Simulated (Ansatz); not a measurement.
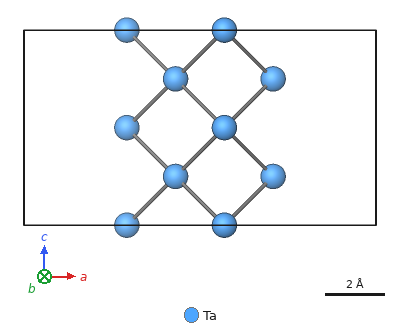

Starting structure of a wire of composition Ta. The picture is a ball-and-stick view of the 2 repeat of the cell, with the vacuum cut short, seen along the b axis.

Case: wire along [0 0 1], 6 atoms a period.

All numbers below come from DFT PBE, scalar-relativistic, plane waves, PAW (Ansatz).

Input file:
```yaml
crystal:
  lattice:
    - [14.0, 0.0, 0.0]
    - [0.0, 14.3, 0.0]
    - [0.0, 0.0, 3.3187896401]
  atoms:
    - { symbol: Ta, position: [0.3222076979, 0.5580207979, 0.0] }
    - { symbol: Ta, position: [0.5592641007, 0.3259376063, 0.0] }
    - { symbol: Ta, position: [0.5592641007, 0.5580207979, 0.0] }
    - { symbol: Ta, position: [0.4407358993, 0.4419792021, 0.5] }
    - { symbol: Ta, position: [0.4407358993, 0.6740623937, 0.5] }
    - { symbol: Ta, position: [0.6777923021, 0.4419792021, 0.5] }
basis:
  ecutwfc: 420
kpoints:
  mp_grid: { grid: [1, 1, 16] }
hamiltonian:
  xc: pbe
scf:
  occupations: { method: gaussian, width: 0.05 }
output:
  forces: true
  stress: true
  eigenvalues: true
  populations: true
  write_density: true
  write_potential: true
  elf: true
  volumetric_format: npy
relax:
  adjacent_minimum: "off"
  f_tol: 0.02
  max_steps: 45
  cell: { fix: [a, b, alpha, beta, gamma], stress_tol: 0.03 }
```

Launched with:
```bash
ansatz run input.yaml --threads 4 --pin off --max-ram 11264MiB --backend cpu --events-out ev --progress --plain --runs-dir out
```

**Predict the outcome.**

The largest moves relative to the centre of the atoms, 0.14 Å, are those of Ta1, Ta2, Ta5 and Ta6. Along the periodic axis the drawn cell goes c 6.638 → 6.154 Å (−7.3 %). Some distances before and after: Ta1–Ta5 2.874 → 2.615 Å, Ta1–Ta1 3.319 → 3.077 Å, Ta1–Ta3 3.319 → 3.170 Å, Ta1–Ta4 2.874 → 2.748 Å. Bond angles that change, for instance: Ta1–Ta4–Ta2 180.0° → 176.1°, Ta1–Ta4–Ta3 109.5° → 106.4°, Ta4–Ta2–Ta4 70.5° → 68.1°. The energy falls by 1.858 eV per cell of the calculation in 5 accepted moves (7 points after the start). Largest force component: 2.7 eV/Å at the start, 0.0055 eV/Å at the end. The line search rejected the trial step at point 3 of the run. The SCF was repeated once at an unchanged geometry on a basis and grid sized afresh for the cell, which shifted the energy by 1.6 meV per cell of the calculation at most. Cost: 60 s on 4 threads of Arm Neoverse V1, on a shared host, peak memory 1.1 GiB.

The end point in the same view:

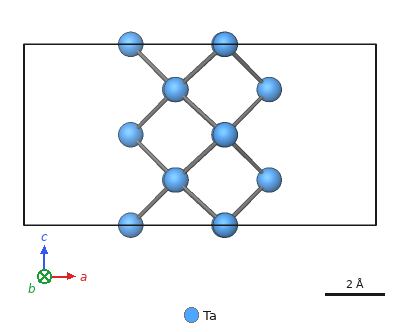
